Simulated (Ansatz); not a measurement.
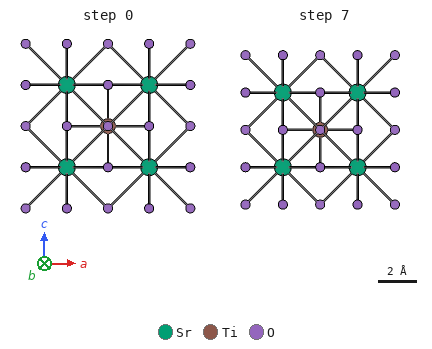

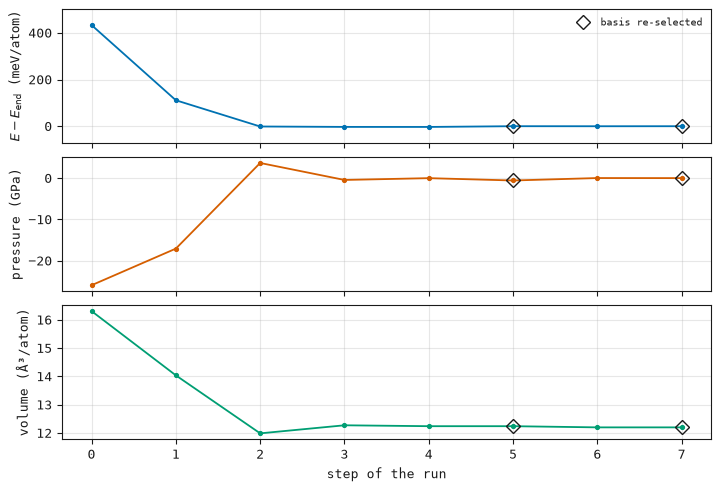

First and last geometry of a relaxation of solid SrTiO$_{3}$ (built on the cubic perovskite type), with the history of the run. The picture is a ball-and-stick view of the cell of the calculation, seen along the b axis.

Method: DFT, PBE, plane waves, PAW (Ansatz).

Input
```yaml
crystal:
  lattice:
    - [4.3363462, 0.0, 0.0]
    - [0.0, 4.3363462, 0.0]
    - [0.0, 0.0, 4.3363462]
  atoms:
    - { symbol: Sr, position: [0.0, 0.0, 0.0] }
    - { symbol: Ti, position: [0.5, 0.5, 0.5] }
    - { symbol: O, position: [0.5, 0.5, 0.0] }
    - { symbol: O, position: [0.5, 0.0, 0.5] }
    - { symbol: O, position: [0.0, 0.5, 0.5] }
kpoints:
  mp_grid: { grid: [6, 6, 6] }
hamiltonian:
  xc: pbe
scf:
  occupations: { method: fermi_dirac, width: 0.02 }
relax:
  f_tol: 0.005
  cell: {}
```

Launched with:
```bash
ansatz run input.yaml --threads 2 --pin off --max-ram 29491MiB --backend cpu --events-out ev --progress --plain --runs-dir out
```

Did the run converge, and what did it change?

It converged. The atoms keep their places relative to the cell (all moves are under 0.005 Å). The volume changes by −25.2 %, with a = b = c 4.336 → 3.936 Å (−9.2 %). Some distances before and after: Sr1–Ti2 3.755 → 3.409 Å, Sr1–O3 3.066 → 2.783 Å, Ti2–O3 2.168 → 1.968 Å. The space group stays Pm-3m (No. 221). The energy falls by 433 meV per atom in 5 accepted moves (7 points after the start). All forces vanish by symmetry, so only the cell relaxes. Pressure: −25.95 GPa at the start and 0.01 GPa at the end. At 2 points the geometry stayed and the basis and grid were re-selected for the new cell (energy shift of 3.2 meV per atom at most each time).

```tsv
step	E − E(0), meV/atom	pressure, GPa	volume, Å³/atom	note
0	0.00	-25.95	16.308	
1	-322.19	-17.07	14.037	
2	-434.59	3.67	11.988	
3	-436.35	-0.44	12.273	
4	-436.51	0.00	12.241	
5	-433.30	-0.57	12.241	same geometry, new basis
6	-433.52	0.02	12.199	
7	-433.40	0.01	12.199	same geometry, new basis
```
